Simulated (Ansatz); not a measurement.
# Geometry relaxation, with input and output: SnS$_{2}$ (part 1 of 3)

System: SnS$_{2}$ (slab, 18 atoms in the cell).
Method: DFT PBE+D3(BJ), scalar-relativistic, plane waves, PAW, no spin polarisation (Ansatz 0.2.0).

The structure derives from an entry of the Crystallography Open Database. The input holds or restrains some coordinates. Forces given for the steps count only the free coordinates. It belongs to a series of runs on one base structure; here: clean slab, lower half held.

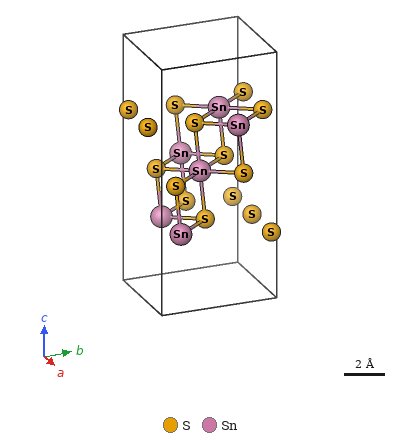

The structure as given in the input (ball-and-stick view of the cell of the calculation, with the vacuum cut short, seen slightly off an axis). An atom can appear more than once, as a periodic image. Near neighbours in the periodic cell (some may lie outside the picture): S has 2 Sn at 2.58 Å; Sn has 5 S at 2.58 Å; S has 3 Sn at 2.58 Å; Sn has 6 S at 2.58 Å.

The input:
```yaml
crystal:
  lattice:
    - [7.339482954, 0.0, 0.0]
    - [-1.8348707385, 6.6135720733, 0.0]
    - [0.0, 0.0, 23.0116424144]
  atoms:
    - { symbol: S, position: [0.489485332, 0.9579413282, 0.3693782411] }
    - { symbol: S, position: [0.989485332, 0.9579413282, 0.3693782411] }
    - { symbol: Sn, position: [0.3077297972, 0.2309191886, 0.3788831762] }
    - { symbol: Sn, position: [0.8077297972, 0.2309191886, 0.3788831762] }
    - { symbol: S, position: [0.6259742623, 0.5038970491, 0.3883881112] }
    - { symbol: S, position: [0.1259742623, 0.5038970491, 0.3883881112] }
    - { symbol: S, position: [0.7972151292, 0.1888605168, 0.4904950649] }
    - { symbol: S, position: [0.2972151292, 0.1888605168, 0.4904950649] }
    - { symbol: Sn, position: [0.6154595943, 0.4618383773, 0.5] }
    - { symbol: Sn, position: [0.1154595943, 0.4618383773, 0.5] }
    - { symbol: S, position: [0.9337040594, 0.7348162377, 0.5095049351] }
    - { symbol: S, position: [0.4337040594, 0.7348162377, 0.5095049351] }
    - { symbol: S, position: [0.1049449264, 0.4197797055, 0.6116118888] }
    - { symbol: S, position: [0.6049449264, 0.4197797055, 0.6116118888] }
    - { symbol: Sn, position: [0.9231893915, 0.6927575659, 0.6211168238] }
    - { symbol: Sn, position: [0.4231893915, 0.6927575659, 0.6211168238] }
    - { symbol: S, position: [0.2414338566, 0.9657354264, 0.6306217589] }
    - { symbol: S, position: [0.7414338566, 0.9657354264, 0.6306217589] }
basis:
  ecutwfc: 420
kpoints:
  mp_grid: { grid: [4, 4, 1] }
hamiltonian:
  xc: pbe
  dispersion: d3bj
scf:
  occupations: { method: gaussian, width: 0.05 }
output:
  forces: true
  eigenvalues: true
  write_density: true
  write_potential: true
  elf: true
  volumetric_format: npy
relax:
  adjacent_minimum: "off"
  f_tol: 0.03
  max_steps: 70
  constraints: [{ sites: [0, 1, 2, 3, 4, 5, 6, 7] }]
efield:
  axis: 3
  dipole_correction: true
  ramp_width: 0.04
```

Launch command:
```bash
ansatz run input.yaml --threads 4 --pin off --max-ram 10240MiB --backend cpu --events-out ev --progress --plain --runs-dir out
```

The program's output:
```
Engine: ansatz 0.2.0, x86_64-unknown-linux-gnu
Pseudopotentials: kind: paw
Pseudopotential: S, paw, valence charge 6, recommended cutoff 420 eV (normal), S.paw.azcp
Pseudopotential: Sn, paw, valence charge 14, recommended cutoff 420 eV (normal), Sn.paw.azcp
Functional definition: PBE
  parameter kappa = 0.804
  parameter beta = 0.06672455060314922
  exchange = pbe_x(kappa = kappa, mu = beta*pi^2/3)
  correlation = pbe_c(beta = beta)
Crystal: 18 atoms, lattice volume = 1116.990 Å³
Basis set: ecut = 420 eV, 21845 PW (Γ), exchange–correlation on 100×96×320 points (8 copies of the dense FFT grid, shifted against one another)
Bands: 96, of which v1, the nominal top of the filled ones, is band 78 counted from 1 (77 counted from 0)
Symmetry: 2 space group operations
k-points: 10 of 16 (time reversal used)
Non-local potential: S, projectors of the file, l = 0: 2, l = 1: 2, l = 2: 2
Non-local potential: Sn, projectors of the file, l = 0: 2, l = 1: 2, l = 2: 2, l = 3: 2
PAW form: soft (Blöchl's): semilocal exchange-correlation on the pseudo side does not see the compensation charge
PAW one-centre angular grid: S, 110 points (default); XC on 64 Gauss nodes
PAW one-centre angular grid: Sn, 590 points (default); XC on 64 Gauss nodes
Initial density: superposition of atomic densities (neutral atoms: chi_scale 0, normalization atom), corrected by the library's trained network
Initial wavefunctions: pseudopotential atomic-orbital guess
Functional: x = pbe(κ = 0.804, μ = 0.2195149727645171), c = pbe(β = 0.06672455060314922)
SCF iter   1: F=—  HF=-46977.759583 eV  |F-HF|=—  |Δ(HF+E_count)|=         —  Δρ=1.35e-3  dr2=2.07e-2  ethr=1.77e-3  p=0.000 e·Å  D=8.82e-13 V/Å  ΔV_dip=-0.00 eV  dr2_dipole=1.21e-11  V_vac-E_F(+/−)=5.29/5.29 eV  ⟨swp⟩=8.2  Hψ=4575  notcnv=0  defer=22
efield: sawtooth ramp at fractional position 0.9800 (placed from the atoms, in the widest stretch of the axis that holds none; the zero of the levels goes with the place), width 0.0400; the density the first Hamiltonian is built on has a dipole p = 0.000 e·Å; the dipole correction subtracts the counter field D = 8.82e-13 V/Å, which shifts the + side's vacuum level by -0.00 eV against the − side's; the planar-averaged density in the ramp window peaks in size at 1.8e-6 e/Å³
preconditioner: auto → Resta (q_TF=auto, 1.965 Å⁻¹)  ε∞=1.9  [insulator: Δε(μ)=0.870 eV  Ē_g=14.935 eV  σ=0.050 eV  W_gap=1.00  n_scr=150 (ndim 8)  ℏωp=13.9 eV  f_vac=0.587  D(μ)=0.00/eV (n_scr^D=0)  ε∞_Penn≈1.9  vacuum switching on, ρ_ref=1.6e-2 e/Å³]
SCF iter   2: F=—  HF=-46977.749176 eV  |F-HF|=—  |Δ(HF+E_count)|=   1.04e-2  Δρ=6.19e-4  dr2=4.22e-3  ethr=1.33e-5  p=-0.000 e·Å  D=-1.58e-6 V/Å  ΔV_dip=0.00 eV  dr2_dipole=9.73e-10  V_vac-E_F(+/−)=5.29/5.29 eV  ⟨swp⟩=2.0  Hψ=1896  notcnv=0  defer=65
SCF iter   3: F=—  HF=-46977.749722 eV  |F-HF|=—  |Δ(HF+E_count)|=   5.45e-4  Δρ=2.61e-4  dr2=1.50e-3  ethr=2.70e-6  p=-0.000 e·Å  D=-6.81e-6 V/Å  ΔV_dip=0.00 eV  dr2_dipole=1.29e-8  V_vac-E_F(+/−)=5.28/5.28 eV  ⟨swp⟩=3.0  Hψ=1620  notcnv=0  defer=65
SCF iter   4: F=—  HF=-46977.750018 eV  |F-HF|=—  |Δ(HF+E_count)|=   2.96e-4  Δρ=9.87e-5  dr2=1.87e-4  ethr=9.58e-7  p=0.000 e·Å  D=1.18e-5 V/Å  ΔV_dip=-0.00 eV  dr2_dipole=3.22e-8  V_vac-E_F(+/−)=5.29/5.29 eV  ⟨swp⟩=2.0  Hψ=1173  notcnv=0  defer=65
iter 5 did not close the SCF: its close was put off for the readings that it lacked (scf_convergence_deferred on its scf_iter line)
SCF iter   5: F=-46977.750073 eV  HF=-46977.750063 eV  |F-HF|=1.02e-5  |Δ(HF+E_count)|=   4.49e-5  Δρ=3.80e-5  dr2=1.62e-5  ethr=1.20e-7  p=-0.000 e·Å  D=-1.26e-5 V/Å  ΔV_dip=0.00 eV  dr2_dipole=4.16e-8  V_vac-E_F(+/−)=5.28/5.28 eV  ⟨swp⟩=2.1  Hψ=1244  notcnv=0  defer=65
SCF iter   6: F=-46977.750071 eV  HF=-46977.750081 eV  |F-HF|=9.21e-6  |Δ(HF+E_count)|=   1.79e-5  Δρ=1.95e-5  dr2=1.17e-5  ethr=1.04e-8  p=0.000 e·Å  D=3.47e-5 V/Å  ΔV_dip=-0.00 eV  dr2_dipole=2.94e-7  V_vac-E_F(+/−)=5.28/5.28 eV  ⟨swp⟩=25.1  Hψ=11076  notcnv=0
SCF 1 converged in 6 iterations: F = -46977.750071 eV  dr2 = 1.17e-5
  greatest PAW one-centre occupation: 0.993 electrons in one spin orbital (limit 2), on the Sn atom at site 9 (counted from 0), in its partial waves of l = 2
relax step   1: F+E_penalty+E_count = -46977.75007135 eV  Δ(F+E_penalty+E_count) = +0.000e0 eV  max|allowed force component| = 1.645e0 eV/Å  Δτ_max = 0.0000 Å  (6 SCF iters, dr2 threshold 2.25e-5 eV, accepted)
Initial density: handed on by an earlier stage of this run
Initial wavefunctions: those handed on with the density
iter 1 solved again at ethr=2.82e-4 eV; its pass at ethr=3.10e-3 eV (dr2=4.39e-1 eV) is discarded
SCF iter   1: F=—  HF=-46978.517666 eV  |F-HF|=—  |Δ(HF+E_count)|=         —  Δρ=4.77e-3  dr2=4.39e-1  ethr=2.82e-4  p=0.000 e·Å  D=3.47e-5 V/Å  ΔV_dip=-0.00 eV  dr2_dipole=2.79e-2  V_vac-E_F(+/−)=5.30/5.30 eV  ⟨swp⟩=1.2  Hψ=3957  notcnv=0  defer=97
efield: sawtooth ramp at fractional position 0.9800 (handed on by an earlier solve), width 0.0400; the density the first Hamiltonian is built on has a dipole p = 0.000 e·Å; the dipole correction subtracts the counter field D = 3.47e-5 V/Å, which shifts the + side's vacuum level by -0.00 eV against the − side's; the planar-averaged density in the ramp window peaks in size at 8.7e-9 e/Å³
preconditioner: auto → Resta (q_TF=auto, 1.965 Å⁻¹)  ε∞=1.9  [insulator: Δε(μ)=1.002 eV  Ē_g=15.031 eV  σ=0.050 eV  W_gap=1.00  n_scr=150 (ndim 8)  ℏωp=13.9 eV  f_vac=0.586  D(μ)=0.00/eV (n_scr^D=0)  ε∞_Penn≈1.9  vacuum switching on, ρ_ref=1.6e-2 e/Å³]
SCF iter   2: F=—  HF=-46978.443028 eV  |F-HF|=—  |Δ(HF+E_count)|=   7.46e-2  Δρ=3.00e-3  dr2=2.44e-1  ethr=2.82e-4  p=-0.167 e·Å  D=-2.70e-2 V/Å  ΔV_dip=0.62 eV  dr2_dipole=4.53e-2  V_vac-E_F(+/−)=5.77/5.15 eV  ⟨swp⟩=3.0  Hψ=1310  notcnv=0  defer=97
SCF iter   3: F=—  HF=-46978.410295 eV  |F-HF|=—  |Δ(HF+E_count)|=   3.27e-2  Δρ=1.56e-3  dr2=6.36e-2  ethr=1.56e-4  p=-0.028 e·Å  D=-4.48e-3 V/Å  ΔV_dip=0.10 eV  dr2_dipole=1.80e-2  V_vac-E_F(+/−)=5.43/5.33 eV  ⟨swp⟩=3.0  Hψ=1368  notcnv=0  defer=120
SCF iter   4: F=—  HF=-46978.401551 eV  |F-HF|=—  |Δ(HF+E_count)|=   8.74e-3  Δρ=8.09e-4  dr2=2.02e-2  ethr=4.08e-5  p=-0.096 e·Å  D=-1.56e-2 V/Å  ΔV_dip=0.36 eV  dr2_dipole=2.68e-4  V_vac-E_F(+/−)=5.60/5.24 eV  ⟨swp⟩=2.0  Hψ=1094  notcnv=0  defer=120
SCF iter   5: F=—  HF=-46978.397885 eV  |F-HF|=—  |Δ(HF+E_count)|=   3.67e-3  Δρ=2.57e-4  dr2=9.13e-4  ethr=1.29e-5  p=-0.091 e·Å  D=-1.47e-2 V/Å  ΔV_dip=0.34 eV  dr2_dipole=3.75e-7  V_vac-E_F(+/−)=5.61/5.27 eV  ⟨swp⟩=2.0  Hψ=1155  notcnv=0  defer=120
SCF iter   6: F=-46978.397919 eV  HF=-46978.397919 eV  |F-HF|=2.56e-7  |Δ(HF+E_count)|=   3.33e-5  Δρ=8.48e-5  dr2=8.04e-5  ethr=6.41e-8  p=-0.092 e·Å  D=-1.49e-2 V/Å  ΔV_dip=0.34 eV  dr2_dipole=2.79e-7  V_vac-E_F(+/−)=5.61/5.27 eV  ⟨swp⟩=26.1  Hψ=11986  notcnv=0
SCF 2 converged in 6 iterations: F = -46978.397919 eV  dr2 = 8.04e-5
relax step   2: F+E_penalty+E_count = -46978.39791876 eV  Δ(F+E_penalty+E_count) = -6.478e-1 eV  max|allowed force component| = 4.797e-1 eV/Å  Δτ_max = 0.1947 Å  (6 SCF iters, dr2 threshold 1.00e-4 eV, accepted)
SCF iter   1: F=—  HF=-46978.529312 eV  |F-HF|=—  |Δ(HF+E_count)|=         —  Δρ=3.99e-3  dr2=1.29e-1  ethr=2.29e-3  p=-0.092 e·Å  D=-1.49e-2 V/Å  ΔV_dip=0.34 eV  dr2_dipole=6.91e-5  V_vac-E_F(+/−)=5.63/5.28 eV  ⟨swp⟩=4.6  Hψ=2656  notcnv=0  defer=86
efield: sawtooth ramp at fractional position 0.9800 (handed on by an earlier solve), width 0.0400; the density the first Hamiltonian is built on has a dipole p = -0.092 e·Å; the dipole correction subtracts the counter field D = -1.49e-2 V/Å, which shifts the + side's vacuum level by +0.34 eV against the − side's; the planar-averaged density in the ramp window peaks in size at 3.2e-8 e/Å³
preconditioner: auto → Resta (q_TF=auto, 1.965 Å⁻¹)  ε∞=1.9  [insulator: Δε(μ)=0.949 eV  Ē_g=15.009 eV  σ=0.050 eV  W_gap=1.00  n_scr=150 (ndim 8)  ℏωp=13.9 eV  f_vac=0.582  D(μ)=0.00/eV (n_scr^D=0)  ε∞_Penn≈1.9  vacuum switching on, ρ_ref=1.6e-2 e/Å³]
SCF iter   2: F=—  HF=-46978.505970 eV  |F-HF|=—  |Δ(HF+E_count)|=   2.33e-2  Δρ=2.05e-3  dr2=3.05e-2  ethr=8.26e-5  p=-0.102 e·Å  D=-1.66e-2 V/Å  ΔV_dip=0.38 eV  dr2_dipole=1.59e-4  V_vac-E_F(+/−)=5.69/5.31 eV  ⟨swp⟩=2.0  Hψ=1345  notcnv=0  defer=120
SCF iter   3: F=—  HF=-46978.506297 eV  |F-HF|=—  |Δ(HF+E_count)|=   3.27e-4  Δρ=7.76e-4  dr2=2.95e-2  ethr=1.96e-5  p=-0.125 e·Å  D=-2.03e-2 V/Å  ΔV_dip=0.47 eV  dr2_dipole=2.30e-3  V_vac-E_F(+/−)=5.71/5.24 eV  ⟨swp⟩=2.1  Hψ=1291  notcnv=0  defer=120
SCF iter   4: F=—  HF=-46978.501598 eV  |F-HF|=—  |Δ(HF+E_count)|=   4.70e-3  Δρ=2.13e-4  dr2=1.86e-3  ethr=1.89e-5  p=-0.097 e·Å  D=-1.56e-2 V/Å  ΔV_dip=0.36 eV  dr2_dipole=6.55e-4  V_vac-E_F(+/−)=5.67/5.31 eV  ⟨swp⟩=2.0  Hψ=1127  notcnv=0  defer=120
SCF iter   5: F=—  HF=-46978.501741 eV  |F-HF|=—  |Δ(HF+E_count)|=   1.43e-4  Δρ=1.09e-4  dr2=3.04e-4  ethr=1.19e-6  p=-0.111 e·Å  D=-1.80e-2 V/Å  ΔV_dip=0.41 eV  dr2_dipole=7.26e-5  V_vac-E_F(+/−)=5.70/5.29 eV  ⟨swp⟩=2.0  Hψ=1258  notcnv=0  defer=120
SCF iter   6: F=—  HF=-46978.501718 eV  |F-HF|=—  |Δ(HF+E_count)|=   2.26e-5  Δρ=5.25e-5  dr2=3.33e-5  ethr=1.95e-7  p=-0.107 e·Å  D=-1.74e-2 V/Å  ΔV_dip=0.40 eV  dr2_dipole=1.49e-7  V_vac-E_F(+/−)=5.69/5.29 eV  ⟨swp⟩=2.0  Hψ=1188  notcnv=0  defer=120
SCF iter   7: F=-46978.501724 eV  HF=-46978.501723 eV  |F-HF|=1.62e-6  |Δ(HF+E_count)|=   4.44e-6  Δρ=2.03e-5  dr2=3.62e-6  ethr=9.22e-9  p=-0.107 e·Å  D=-1.73e-2 V/Å  ΔV_dip=0.40 eV  dr2_dipole=8.91e-10  V_vac-E_F(+/−)=5.69/5.29 eV  ⟨swp⟩=23.5  Hψ=11134  notcnv=0
SCF 3 converged in 7 iterations: F = -46978.501724 eV  dr2 = 3.62e-6
relax step   3: F+E_penalty+E_count = -46978.50172414 eV  Δ(F+E_penalty+E_count) = -1.038e-1 eV  max|allowed force component| = 3.531e-1 eV/Å  Δτ_max = 0.1991 Å  (7 SCF iters, dr2 threshold 1.44e-5 eV, accepted)
SCF iter   1: F=—  HF=-46978.570246 eV  |F-HF|=—  |Δ(HF+E_count)|=         —  Δρ=3.40e-3  dr2=1.07e-1  ethr=6.35e-4  p=-0.107 e·Å  D=-1.73e-2 V/Å  ΔV_dip=0.40 eV  dr2_dipole=5.61e-4  V_vac-E_F(+/−)=5.70/5.30 eV  ⟨swp⟩=5.1  Hψ=2587  notcnv=0  defer=119
efield: sawtooth ramp at fractional position 0.9800 (handed on by an earlier solve), width 0.0400; the density the first Hamiltonian is built on has a dipole p = -0.107 e·Å; the dipole correction subtracts the counter field D = -1.73e-2 V/Å, which shifts the + side's vacuum level by +0.40 eV against the − side's; the planar-averaged density in the ramp window peaks in size at 1.9e-8 e/Å³
preconditioner: auto → Resta (q_TF=auto, 1.965 Å⁻¹)  ε∞=1.9  [insulator: Δε(μ)=0.984 eV  Ē_g=15.017 eV  σ=0.050 eV  W_gap=1.00  n_scr=150 (ndim 8)  ℏωp=13.9 eV  f_vac=0.581  D(μ)=0.00/eV (n_scr^D=0)  ε∞_Penn≈1.9  vacuum switching on, ρ_ref=1.6e-2 e/Å³]
SCF iter   2: F=—  HF=-46978.547511 eV  |F-HF|=—  |Δ(HF+E_count)|=   2.27e-2  Δρ=1.72e-3  dr2=2.64e-2  ethr=6.88e-5  p=-0.087 e·Å  D=-1.41e-2 V/Å  ΔV_dip=0.32 eV  dr2_dipole=1.91e-3  V_vac-E_F(+/−)=5.67/5.35 eV  ⟨swp⟩=2.0  Hψ=1375  notcnv=0  defer=120
SCF iter   3: F=—  HF=-46978.548583 eV  |F-HF|=—  |Δ(HF+E_count)|=   1.07e-3  Δρ=7.34e-4  dr2=3.41e-2  ethr=1.69e-5  p=-0.156 e·Å  D=-2.53e-2 V/Å  ΔV_dip=0.58 eV  dr2_dipole=1.10e-2  V_vac-E_F(+/−)=5.82/5.23 eV  ⟨swp⟩=2.0  Hψ=1273  notcnv=0  defer=120
SCF iter   4: F=—  HF=-46978.543281 eV  |F-HF|=—  |Δ(HF+E_count)|=   5.30e-3  Δρ=2.57e-4  dr2=2.44e-3  ethr=1.69e-5  p=-0.102 e·Å  D=-1.65e-2 V/Å  ΔV_dip=0.38 eV  dr2_dipole=6.40e-4  V_vac-E_F(+/−)=5.71/5.33 eV  ⟨swp⟩=2.0  Hψ=1101  notcnv=0  defer=120
SCF iter   5: F=—  HF=-46978.543161 eV  |F-HF|=—  |Δ(HF+E_count)|=   1.20e-4  Δρ=1.15e-4  dr2=2.26e-4  ethr=1.57e-6  p=-0.113 e·Å  D=-1.84e-2 V/Å  ΔV_dip=0.42 eV  dr2_dipole=7.92e-6  V_vac-E_F(+/−)=5.74/5.32 eV  ⟨swp⟩=2.0  Hψ=1196  notcnv=0  defer=120
SCF iter   6: F=—  HF=-46978.543164 eV  |F-HF|=—  |Δ(HF+E_count)|=   3.02e-6  Δρ=4.36e-5  dr2=1.59e-5  ethr=1.45e-7  p=-0.112 e·Å  D=-1.81e-2 V/Å  ΔV_dip=0.42 eV  dr2_dipole=3.76e-8  V_vac-E_F(+/−)=5.74/5.32 eV  ⟨swp⟩=2.0  Hψ=1233  notcnv=0  defer=120
SCF iter   7: F=-46978.543171 eV  HF=-46978.543171 eV  |F-HF|=3.74e-8  |Δ(HF+E_count)|=   7.45e-6  Δρ=1.41e-5  dr2=2.38e-6  ethr=6.80e-9  p=-0.112 e·Å  D=-1.81e-2 V/Å  ΔV_dip=0.42 eV  dr2_dipole=4.13e-8  V_vac-E_F(+/−)=5.74/5.32 eV  ⟨swp⟩=23.1  Hψ=10549  notcnv=0
SCF 4 converged in 7 iterations: F = -46978.543171 eV  dr2 = 2.38e-6
  Residual-converged pass: ⟨swp⟩=1.1  Hψ=1001  notcnv=0  max |occ|·‖R‖ = 6.4e-9 eV (tolerance 1.0e-8 eV)  dr2=2.38e-6  dr2_onsite=5.75e-8  max |Δocc| = 1.3e-55
relax step   4: F+E_penalty+E_count = -46978.54317149 eV  Δ(F+E_penalty+E_count) = -4.145e-2 eV  max|allowed force component| = 8.929e-2 eV/Å  Δτ_max = 0.1922 Å  (7 SCF iters, dr2 threshold 1.06e-5 eV, accepted)
```
